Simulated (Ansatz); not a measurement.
# Straining Cs2AgBiF6 (Fm-3m): density functionals against G0W0

Wanted: gap changes of Cs2AgBiF6 (Fm-3m) under several strains (per length; ions relaxed at each).

Method: a semilocal functional, HSE06 and G0W0, plane waves, PAW, in Ansatz 0.2.0.

In doubt: one-shot GW on d or f shells is unsure (step 4), so the values of those runs are not to be relied on.

## Step 1: Set-up

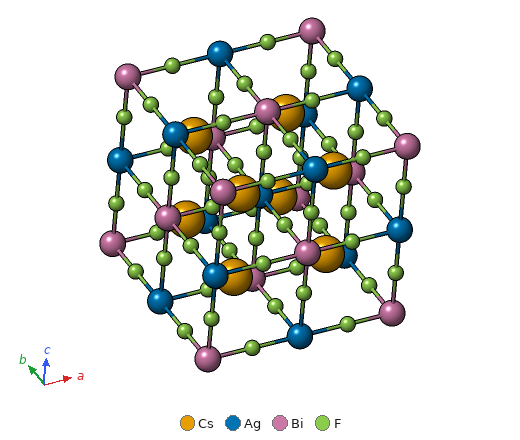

The starting structure, seen from a free direction (caesium orange, silver blue, bismuth pink, fluorine green). This picture shows the conventional cell, with its axes. Some periodic images of atoms are drawn too.

The start is the Materials Project's (PBE, PBE+U or r2SCAN) relaxed structure. Spin-orbit coupling is left out unless a step names it.

## Step 2: Unstrained: relaxing the ions

A relaxation at this level of theory: leftover forces would pass straight into the levels.

This step: DFT, PBE, plane waves, PAW; PAW set soft_1.

File input.yaml:

```yaml
crystal:
  lattice:
    - [0.0, 4.6740694725, 4.6740694725]
    - [4.6740694725, 0.0, 4.6740694725]
    - [4.6740694725, 4.6740694725, 0.0]
  atoms:
    - { symbol: Cs, position: [0.75, 0.75, 0.75] }
    - { symbol: Cs, position: [0.25, 0.25, 0.25] }
    - { symbol: Ag, position: [0.5, 0.5, 0.5] }
    - { symbol: Bi, position: [0.0, 0.0, 0.0] }
    - { symbol: F, position: [0.75872864, 0.24127136, 0.24127136] }
    - { symbol: F, position: [0.24127136, 0.24127136, 0.75872864] }
    - { symbol: F, position: [0.24127136, 0.75872864, 0.75872864] }
    - { symbol: F, position: [0.24127136, 0.75872864, 0.24127136] }
    - { symbol: F, position: [0.75872864, 0.24127136, 0.75872864] }
    - { symbol: F, position: [0.75872864, 0.75872864, 0.24127136] }
kpoints:
  mp_grid: { grid: [4, 4, 4] }
hamiltonian:
  xc: pbe
  pseudopotentials: { kind: paw, azcp: { folder: soft_1 } }
scf:
  occupations: { method: fermi_dirac, width: 0.02 }
relax:
  f_tol: 0.01
```

The run is started by

```
$ ansatz run input.yaml --threads 2 --pin off --max-ram 92160MiB --backend cuda --events-out ev --progress --plain --runs-dir out --devices 1 --max-vram 13GiB
```

Numbers of over 12 decimals in the logs are rounded to 6 here.

Output:

```text
GPUs: using 1 of 1 available (devices: 1).
Engine: ansatz 0.2.0, x86_64-unknown-linux-gnu
Pseudopotentials: kind: paw
Pseudopotential: Cs, paw, valence charge 9, recommended cutoff 420 eV (normal), soft_1/Cs.paw.azcp
Pseudopotential: Ag, paw, valence charge 19, recommended cutoff 420 eV (normal), soft_1/Ag.paw.azcp
Pseudopotential: Bi, paw, valence charge 15, recommended cutoff 420 eV (normal), soft_1/Bi.paw.azcp
Pseudopotential: F, paw, valence charge 7, recommended cutoff 420 eV (normal), soft_1/F.paw.azcp
Functional definition: PBE
  parameter kappa = 0.804
  parameter beta = 0.066725
  exchange = pbe_x(kappa = kappa, mu = beta*pi^2/3)
  correlation = pbe_c(beta = beta)
device memory: the entry about to start is reckoned to put 2.8 GiB on a device that reports 36.2 GiB free (of which the cap on the GPU budget leaves the run 13.0 GiB)
GPU FFT provider: cuFFT
GPU libraries: cuBLAS 13.8.2, cuFFT 12.4.0, cuSOLVER 12.3.4
Crystal: 10 atoms, lattice volume = 204.228 Å³
Basis set: ecut = 420 eV, 4015 PW (Γ), exchange–correlation on 90×90×90 points (8 copies of the dense FFT grid, shifted against one another)
Bands: 57, of which v1, the nominal top of the filled ones, is band 47 counted from 1 (46 counted from 0)
Symmetry: 48 space group operations
Space group: Fm-3m (ITA 225), of the structure as read, at distance tolerance 5.9e-5 Å
k-points: 8 of 64
Non-local potential: Cs, projectors of the file, l = 0: 3, l = 1: 2, l = 2: 2, l = 3: 2
Non-local potential: Ag, projectors of the file, l = 0: 3, l = 1: 2, l = 2: 2, l = 3: 1
Non-local potential: Bi, projectors of the file, l = 0: 2, l = 1: 2, l = 2: 2, l = 3: 1
Non-local potential: F, projectors of the file, l = 0: 2, l = 1: 2, l = 2: 1
PAW form: soft (Blöchl's): semilocal exchange-correlation on the pseudo side does not see the compensation charge
PAW one-centre angular grid: Cs, 194 points (default); XC on 64 Gauss nodes
PAW one-centre angular grid: Ag, 590 points (default); XC on 64 Gauss nodes
PAW one-centre angular grid: Bi, 590 points (default); XC on 64 Gauss nodes
PAW one-centre angular grid: F, 110 points (default); XC on 64 Gauss nodes
Initial density: superposition of atomic densities (chi_scale 0.1, normalization cell, long waves kept (reshape's long-wave potential 0.01 eV rms))
Initial wavefunctions: pseudopotential atomic-orbital guess
GPU buffer pool allocated for 91125 grid points (all kernels)
GPU transforms: local potential and band sums: pruned to the plane-wave sphere, on 45×45×45
Functional: x = pbe(κ = 0.804, μ = 0.219515), c = pbe(β = 0.066725)
SCF iter   1: F=—  HF=-36200.991740 eV  |F-HF|=—  |Δ(HF+E_count)|=         —  Δρ=1.60e-1  dr2=4.74e1  ethr=3.10e-3  ⟨swp⟩=8.9  Hψ=1970  notcnv=0
[...]
SCF iter   8: F=—  HF=-36188.083477 eV  |F-HF|=—  |Δ(HF+E_count)|=   1.63e-5  Δρ=3.45e-5  dr2=3.17e-6  ethr=4.08e-8  ⟨swp⟩=2.0  Hψ=798  notcnv=0  defer=34
SCF iter   9: F=-36188.083477 eV  HF=-36188.083477 eV  |F-HF|=1.13e-7  |Δ(HF+E_count)|=   4.34e-7  Δρ=7.59e-6  dr2=1.52e-7  ethr=2.66e-9  ⟨swp⟩=4.0  Hψ=1434  notcnv=0
SCF 1 converged in 9 iterations: F = -36188.083477 eV  dr2 = 1.52e-7
[...]
relax step   1: F+E_penalty+E_count = -36188.08347747 eV  Δ(F+E_penalty+E_count) = +0.000e0 eV  max|allowed force component| = 8.122e-2 eV/Å  Δτ_max = 0.0000 Å  (9 SCF iters, dr2 threshold 2.50e-6 eV, accepted)
[...]
relax step   2: F+E_penalty+E_count = -36188.08462186 eV  Δ(F+E_penalty+E_count) = -1.144e-3 eV  max|allowed force component| = 3.245e-2 eV/Å  Δτ_max = 0.0079 Å  (5 SCF iters, dr2 threshold 4.12e-7 eV, accepted)
[...]
relax step   3: F+E_penalty+E_count = -36188.08484440 eV  Δ(F+E_penalty+E_count) = -2.225e-4 eV  max|allowed force component| = 4.678e-5 eV/Å  Δτ_max = 0.0023 Å  (4 SCF iters, accepted)
SCF converged after 4 iterations
Free energy (F): -36188.084844 eV
Harris-Foulkes:  -36188.084844 eV  (|F-HF|=2.46e-8)
Internal energy: -36188.084844 eV  (E = F + TS)
E sigma→0 (E₀):  -36188.084844 eV
Fermi energy:    7.388039 eV
--- Per-component energies (eV) ---
  E_band       = -769.600111
  E_kinetic    = 2194.989492
  E_local      = -9607.522695  (includes V_loc(G=0)·N_el)
  E_nonlocal   = 1012.958558
  E_hartree    = 4037.968098
  E_xc         = -1135.161059
  E_vxc        = -1203.585830  (∫ρ·V_xc dr)
  E_paw        = -25966.875409  (= ΣΔE_a)
  E_vpaw       = -1242.375184  (= ΣTr[D̂ρ^β])
  E_aug_tail   = 0.004667  (compensation charges beyond the density's cutoff)
  E_ewald      = -6724.446496
  E_smearing   = -0.000000  (= −TS)
  E_closure    = -0.000000  (closes the sum)
  Σ components = -36188.084844   (vs F -36188.084844, Δ=0.00e0)
--- Forces (eV/Å), atoms counted from 1 ---
  atom   1  Cs     0.00000000    -0.00000000     0.00000000
  atom   2  Cs     0.00000000     0.00000000    -0.00000000
  atom   3  Ag     0.00000000    -0.00000000     0.00000000
  atom   4  Bi    -0.00000000     0.00000000    -0.00000000
  atom   5  F     -0.00004678    -0.00000000     0.00000000
  atom   6  F     -0.00000000     0.00000000    -0.00004678
  atom   7  F      0.00004678     0.00000000     0.00000000
  atom   8  F      0.00000000    -0.00004678    -0.00000000
  atom   9  F      0.00000000     0.00004678    -0.00000000
  atom  10  F      0.00000000    -0.00000000     0.00004678
  max |Σ_I F_I| component: 2.91e-18 eV/Å
--- Relaxed structure (3 steps of the walk, 3 accepted, 0 SCFs on fresh bases) ---
  F+E_penalty+E_count = -36188.08484440 eV   max|allowed force component| = 4.678e-5 eV/Å
  atoms:
    - { symbol: Cs, position: [0.750000, 0.750000, 0.750000] }
    - { symbol: Cs, position: [0.250000, 0.250000, 0.250000] }
    - { symbol: Ag, position: [0.500000, 0.500000, 0.500000] }
    - { symbol: Bi, position: [0, 0, 0] }
    - { symbol: F, position: [0.758126, 0.241874, 0.241874] }
    - { symbol: F, position: [0.241874, 0.241874, 0.758126] }
    - { symbol: F, position: [0.241874, 0.758126, 0.758126] }
    - { symbol: F, position: [0.241874, 0.758126, 0.241874] }
    - { symbol: F, position: [0.758126, 0.241874, 0.758126] }
    - { symbol: F, position: [0.758126, 0.758126, 0.241874] }
```

It took 17 s on 1 × NVIDIA H100 80GB HBM3 (shared by 6 runs) with 2 threads of AMD EPYC 7R13 (Zen 3), shared host; peak memory 0.98 GiB; 12 s of CPU time.

Step by step:

| step | energy less that of the first step (eV) | largest force component (eV/Å) |
| --- | --- | --- |
| 1 | 0.0000 | 0.0812 |
| 2 | -0.0011 | 0.0325 |
| 3 | -0.0014 | 0.0000 |

The run keeps the 48 symmetry operations that it works with, so distortions that break them were not tested.

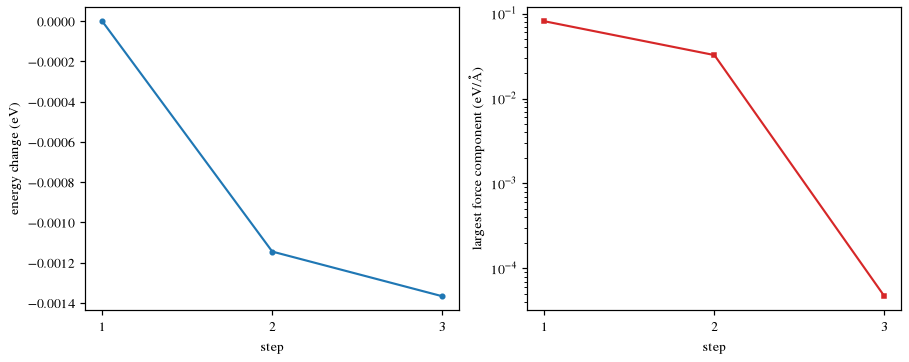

Energy and largest force along the relaxation.

## Step 3: Unstrained: PBE

File input.yaml:

```yaml
crystal:
  lattice:
    - [0.0, 4.6740694725, 4.6740694725]
    - [4.6740694725, 0.0, 4.6740694725]
    - [4.6740694725, 4.6740694725, 0.0]
  atoms:
    - { symbol: Cs, position: [0.75, 0.75, 0.75] }
    - { symbol: Cs, position: [0.25, 0.25, 0.25] }
    - { symbol: Ag, position: [0.5, 0.5, 0.5] }
    - { symbol: Bi, position: [0.0, 0.0, 0.0] }
    - { symbol: F, position: [0.7581260763, 0.2418739237, 0.2418739237] }
    - { symbol: F, position: [0.2418739237, 0.2418739237, 0.7581260763] }
    - { symbol: F, position: [0.2418739237, 0.7581260763, 0.7581260763] }
    - { symbol: F, position: [0.2418739237, 0.7581260763, 0.2418739237] }
    - { symbol: F, position: [0.7581260763, 0.2418739237, 0.7581260763] }
    - { symbol: F, position: [0.7581260763, 0.7581260763, 0.2418739237] }
kpoints:
  mp_grid: { grid: [4, 4, 4] }
  band_path:
    path:
      - [0.0, 0.0, 0.0]
      - [0.5, 0.0, 0.5]
      - [0.625, 0.25, 0.625]
      - [0.375, 0.375, 0.75]
      - [0.5, 0.5, 0.5]
      - [0.5, 0.25, 0.75]
      - [0.5, 0.4, 0.6]
    npoints: 1
hamiltonian:
  xc: pbe
  pseudopotentials: { kind: paw, azcp: { folder: soft_1 } }
scf:
  occupations: { method: fermi_dirac, width: 0.02 }
  n_extra_bands: 7
output:
  eigenvalues: true
  forces: true
  stress: true
  write_density: true
  write_potential: true
  elf: true
  volumetric_format: npy
```

Output:

```text
[...]
GPUs: using 1 of 1 available (devices: 1).
[...]
GPU FFT provider: cuFFT
GPU libraries: cuBLAS 13.8.2, cuFFT 12.4.0, cuSOLVER 12.3.4
Crystal: 10 atoms, lattice volume = 204.228 Å³
Basis set: ecut = 420 eV, 4015 PW (Γ), exchange–correlation on 90×90×90 points (8 copies of the dense FFT grid, shifted against one another)
Bands: 54, of which v1, the nominal top of the filled ones, is band 47 counted from 1 (46 counted from 0)
Symmetry: 48 space group operations
[...]
k-points: 8 of 64
[...]
GPU buffer pool allocated for 91125 grid points (all kernels)
[...]
SCF iter   1: F=—  HF=-36200.988808 eV  |F-HF|=—  |Δ(HF+E_count)|=         —  Δρ=1.60e-1  dr2=4.74e1  ethr=3.10e-3  ⟨swp⟩=9.5  Hψ=1849  notcnv=0
[...]
SCF iter  10: F=-36188.084844 eV  HF=-36188.084844 eV  |F-HF|=1.91e-8  |Δ(HF+E_count)|=   1.67e-7  Δρ=2.41e-6  dr2=1.59e-8  ethr=1.06e-10  ⟨swp⟩=16.6  Hψ=3291  notcnv=0
SCF 1 converged in 10 iterations: F = -36188.084844 eV  dr2 = 1.59e-8
[...]
NSCF: frozen V_eff on 7 k-points
SCF converged after 10 iterations
Free energy (F): -36188.084844 eV
[...]
Internal energy: -36188.084844 eV  (E = F + TS)
E sigma→0 (E₀):  -36188.084844 eV
Fermi energy:    7.388193 eV
[...]
--- Forces (eV/Å), atoms counted from 1 ---
  atom   1  Cs     0.00000000    -0.00000000     0.00000000
  atom   2  Cs     0.00000000     0.00000000     0.00000000
  atom   3  Ag     0.00000000    -0.00000000     0.00000000
  atom   4  Bi     0.00000000    -0.00000000    -0.00000000
  atom   5  F     -0.00007735     0.00000000     0.00000000
  atom   6  F      0.00000000    -0.00000000    -0.00007735
  atom   7  F      0.00007735     0.00000000    -0.00000000
  atom   8  F     -0.00000000    -0.00007735     0.00000000
  atom   9  F     -0.00000000     0.00007735     0.00000000
  atom  10  F     -0.00000000     0.00000000     0.00007735
  max |Σ_I F_I| component: 1.61e-18 eV/Å
--- Stress (GPa, compression-positive) ---
        2.458082      -0.000000      -0.000000
       -0.000000       2.458082       0.000000
        0.000000      -0.000000       2.458082
  P = ⅓ Tr σ = 2.4581 GPa (24.581 kbar)
--- Band table (eV; the first three rows and the last of 8) ---
  k-point 0: bands = [... 43 lower, 4.6161, 4.6161, 5.4773, 5.4773, 9.4605, 9.4605, 9.4605, 9.8523, ... 3 higher]
  k-point 1: bands = [... 43 lower, 4.6293, 4.6293, 5.3216, 5.3216, 8.9538, 9.8744, 9.8744, 10.9441, ... 3 higher]
  k-point 2: bands = [... 43 lower, 4.6379, 4.6379, 5.1785, 5.1785, 8.7319, 10.3519, 10.3519, 11.7813, ... 3 higher]
  k-point 7: bands = [... 43 lower, 4.6449, 4.6821, 5.2695, 5.9510, 9.7077, 10.0933, 10.0933, 10.8788, ... 3 higher]
```

Elapsed: 12 s, on 1 × NVIDIA H100 80GB HBM3 (shared by 6 runs) with 2 threads; peak memory 1 GiB; 10 s of CPU time.

This step gave:

```
pressure             : 2.458 GPa
gap                  : 2.682 eV
valence top at       : X
conduction bottom at : L
least direct gap     : 3.448 eV
```

The gap is indirect, with the least direct gap 0.77 eV higher.

## Step 4: Unstrained: G0W0

G0W0 replaces the xc potential by the self-energy, built once from these orbitals. Only a window of levels is corrected, while the sums run over the empty bands that the input names. This step takes PAW set soft_1 files.

This step: G0W0 on PBE, plane waves, PAW; PAW set soft_1.

input.yaml, the sections that differ from step 3:

```yaml
kpoints:
  mp_grid: { grid: [2, 2, 2] }
scf:
  occupations: { method: fixed }
gw:
  n_empty_bands: 768
  ecut_chi: 140
  qp_bands: [v3, c3]
  qp_kpoints: band_edges
  screening: { model: contour_deformation }
# crystal, hamiltonian: as in step 3
# output: removed
```

Output:

```text
GPUs: using 1 of 1 available (devices: 1).
[...]
GPU FFT provider: cuFFT
GPU libraries: cuBLAS 13.8.2, cuFFT 12.4.0, cuSOLVER 12.3.4
Crystal: 10 atoms, lattice volume = 204.228 Å³
Basis set: ecut = 420 eV, 4015 PW (Γ)
Bands: 57, of which v1, the nominal top of the filled ones, is band 47 counted from 1 (46 counted from 0)
Symmetry: 48 space group operations
[...]
k-points: 3 of 8
[...]
GPU buffer pool allocated for 91125 grid points (all kernels)
[...]
SCF iter   1: F=—  HF=-36200.805100 eV  |F-HF|=—  |Δ(HF+E_count)|=         —  Δρ=1.58e-1  dr2=4.63e1  ethr=3.10e-3  ⟨swp⟩=5.0  Hψ=562  notcnv=0  defer=15
[...]
SCF iter  10: F=-36188.047894 eV  HF=-36188.047894 eV  |F-HF|=1.43e-8  |Δ(HF+E_count)|=   1.47e-7  Δρ=2.02e-6  dr2=1.16e-8  ethr=1.06e-10  ⟨swp⟩=11.3  Hψ=689  notcnv=0
SCF 1 converged in 10 iterations: F = -36188.047894 eV  dr2 = 1.16e-8
[...]
G₀W₀ screening: q 1/3
[... further progress lines ...]
[...]
SCF converged after 10 iterations
Free energy (F): -36188.047894 eV
[...]
Internal energy: -36188.047894 eV  (E = F + TS)
E sigma→0 (E₀):  -36188.047894 eV
Fermi energy:    6.062197 eV
[...]
--- Band table (eV) ---
  k-point 0: bands = [... 43 lower, 4.6279, 4.6279, 5.4906, 5.4906, 9.4623, 9.4623, 9.4623, 9.8569, ... 6 higher]
  k-point 1: bands = [... 43 lower, 4.6497, 4.6497, 5.1911, 5.1911, 8.7351, 10.3548, 10.3548, 11.7863, ... 6 higher]
  k-point 2: bands = [... 43 lower, 4.6939, 4.6939, 5.4937, 6.0622, 9.8598, 10.1994, 10.2965, 10.2965, ... 6 higher]
--- G₀W₀: contour deformation, 7 samples at zero and on the imaginary axis and 1 off it, 8 q-points, 768 empty bands' worth ---
  eigenvalues of the whole cell's RPA ε∞ on this k-mesh (on a slab, of 1 + 4πα/V) = 2.9073, 2.9073, 2.9073; static W/v taken at q = 0 is 0.343965
  bands read: the sum over 815 bands ends inside a degenerate multiplet in 1 slot, whose members it reads at an even weight; the widest, k=0: bands 814 to 816 (counted from 1) at 2/3 each
  gw.qp_kpoints: band_edges: 3 of 3 stored k-points solved, in 1 pass; an edge of the gap read off the rows below is read off those points alone
    ik  band        ε_KS         Σx   Σc(E_QP)       V_xc       Z   E_QP_lin       E_QP  E_QP is
     0    45      4.6279   -34.8102     5.2356   -27.9773  0.7425     2.9483     3.0306  root
     0    46      5.4906   -35.9283     5.2268   -29.2461  0.7480     3.9773     4.0352  root
     0    47      5.4906   -35.9283     5.2268   -29.2461  0.7480     3.9773     4.0352  root
     0    48      9.4623    -9.0925    -3.3569   -13.3479  0.8261    10.3716    10.3608  root
     0    49      9.4623    -9.0925    -3.3569   -13.3479  0.8261    10.3716    10.3608  root
     0    50      9.4623    -9.0925    -3.3569   -13.3479  0.8261    10.3716    10.3608  root
     1    45      4.6497   -34.8577     5.2462   -28.0216  0.7426     2.9788     3.0597  root
     1    46      5.1911   -35.1539     5.1528   -28.5154  0.7436     3.6343     3.7055  root
[...]
2    47      6.0622   -34.3159     4.5132   -28.5598  0.7613     4.7880     4.8193  root
     2    48      9.8598   -10.9591    -3.1260   -15.0862  0.8164    10.8753    10.8609  root
     2    49     10.1994    -9.4134    -3.9667   -14.3691  0.8051    11.2072    11.1884  root
     2    50     10.2965   -11.7521    -3.3835   -16.2334  0.8073    11.4155    11.3942  root
```

The job ended after 20 s (1 × NVIDIA H100 80GB HBM3 (shared by 6 runs) with 2 threads; peak memory 1.6 GiB; 15 s of CPU time).

This step gave:

```yaml
bands_summed: 815
rpa_eps_infinity_on_this_mesh_eigenvalues: 2.907, 2.907, 2.907
plane_waves_in_the_screening_matrix: 749
q_points_in_the_mesh: 8
g0w0_gap_on_the_mesh: 4.779 eV
k_of_the_valence_top: 0, -0.5, -0.5
k_of_the_conduction_bottom: 0, 0, -0.5
starting_gap_on_the_mesh: 2.673 eV
z_at_the_valence_top: 0.7613
z_at_the_conduction_bottom: 0.8256
least_direct_g0w0_gap_on_the_computed_points: 5.893 eV
```

The gap on the mesh goes from 2.67 eV to 4.78 eV, a correction of +2.11 eV. Between the two edge states, bare exchange in place of the xc potential would open the gap by 10.29 eV, and correlation takes back 8.18 eV.

## Step 5: Unstrained: HSE06

HSE06 mixes in a quarter of exact exchange at short range. Exchange couples all pairs of k points, which makes a full band path dear, so levels are read on the mesh and at chosen points.

This step: DFT, HSE06, plane waves, PAW; PAW set soft_1.

input.yaml, as its differences from that of step 4:

```diff
@@ -18,4 +18,14 @@
   mp_grid: { grid: [2, 2, 2] }
+  band_path:
+    path:
+      - [0.0, 0.0, 0.0]
+      - [0.5, 0.0, 0.5]
+      - [0.625, 0.25, 0.625]
+      - [0.375, 0.375, 0.75]
+      - [0.5, 0.5, 0.5]
+      - [0.5, 0.25, 0.75]
+      - [0.5, 0.4, 0.6]
+    npoints: 1
 hamiltonian:
-  xc: pbe
+  xc: hse06
   pseudopotentials: { kind: paw, azcp: { folder: soft_1 } }
@@ -23,7 +33,4 @@
   occupations: { method: fixed }
-gw:
-  n_empty_bands: 768
-  ecut_chi: 140
-  qp_bands: [v3, c3]
-  qp_kpoints: band_edges
-  screening: { model: contour_deformation }
+  n_extra_bands: 7
+output:
+  eigenvalues: true
```

Output:

```text
[...]
GPUs: using 1 of 1 available (devices: 1).
[...]
davidson cushion auto → on  (no smearing: the cushion is to keep the highest requested band from converging to the state above it; pin scf.eigensolver.cushion to override)
[...]
GPU FFT provider: cuFFT
GPU libraries: cuBLAS 13.8.2, cuFFT 12.4.0, cuSOLVER 12.3.4
Crystal: 10 atoms, lattice volume = 204.228 Å³
Basis set: ecut = 420 eV, 4015 PW (Γ)
Bands: 54, of which v1, the nominal top of the filled ones, is band 47 counted from 1 (46 counted from 0)
Symmetry: 48 space group operations
[...]
k-points: 3 of 8
[...]
GPU buffer pool allocated for 91125 grid points (all kernels)
[...]
SCF iter   1: F=—  HF=-36200.601175 eV  |F-HF|=—  |Δ(HF+E_count)|=         —  Δρ=1.58e-1  dr2=4.58e1  ethr=1.00e-1  ⟨swp⟩=6.3  Hψ=531  notcnv=0
[...]
SCF 3 converged in 3 iterations: F = -36203.388556 eV  dr2 = 4.68e-8
hybrid outer 2: dexx = +1.370e-6 eV, tail = 1.60e-7 eV, Δε = 3.85e-3 eV (about 1.72e-4 eV left of the loop's levels)
[...]
hybrid SCF converged: 2 outer / 10 inner (+6 warm-up), last move |dexx| = 1.37e-6 eV, tail = 1.60e-7 eV
Stability not checked: this state was not tested for a lower state beside it, because the functional holds exact exchange (a hybrid, or Hartree-Fock), whose exchange loop this test does not read (fock_operator; see scf.lower_state_search)
Free energy (F): -36203.388556 eV
Frozen-core exchange: fock
[...]
Internal energy: -36203.388556 eV  (E = F + TS)
E sigma→0 (E₀):  -36203.388556 eV
Fermi energy:    4.956463 eV
[...]
--- Band table (eV) ---
  k-point 0: bands = [... 43 lower, 3.2730, 3.2730, 4.1641, 4.1641, 9.8422, 9.8422, 9.8422, 10.3817, ... 3 higher]
  k-point 1: bands = [... 43 lower, 3.2944, 3.2986, 3.8620, 3.8620, 9.2474, 10.7421, 10.7421, 12.4489, ... 3 higher]
  k-point 2: bands = [... 43 lower, 3.3343, 3.3343, 4.1662, 4.9565, 10.2369, 10.7182, 10.7182, 10.9024, ... 3 higher]
```

Run time: 27 s. Hardware: 1 × NVIDIA H100 80GB HBM3 (shared by 6 runs) with 2 threads; peak memory 1.2 GiB.

Numbers from this step:

- gap: 4.291 eV
- valence top at: X
- conduction bottom at: L
- least direct gap: 5.146 eV
- exact-exchange fraction: 0.25

The gap stands +1.61 eV against PBE.

[end of part 1 of 4]

[Paths, hosts, dates, memory and timing lines, banners, echoed tables and standing remarks are left out of the program output.]

[Logs are printed without paths, hosts, clocks, repeated set-up lines and the standing remarks that a program may print on its own settings, such as how far it seeks lower states.]

[Runs of the session that timed out or met a known fault of the program may be left out.]

[Cells called generated may have been cut or substituted from an entry of the Crystallography Open Database or the Materials Project.]

[Hosts, paths, dates, database ids (printed as entryN), source tags and the programs' standing remarks are cut or masked in the printed files.]
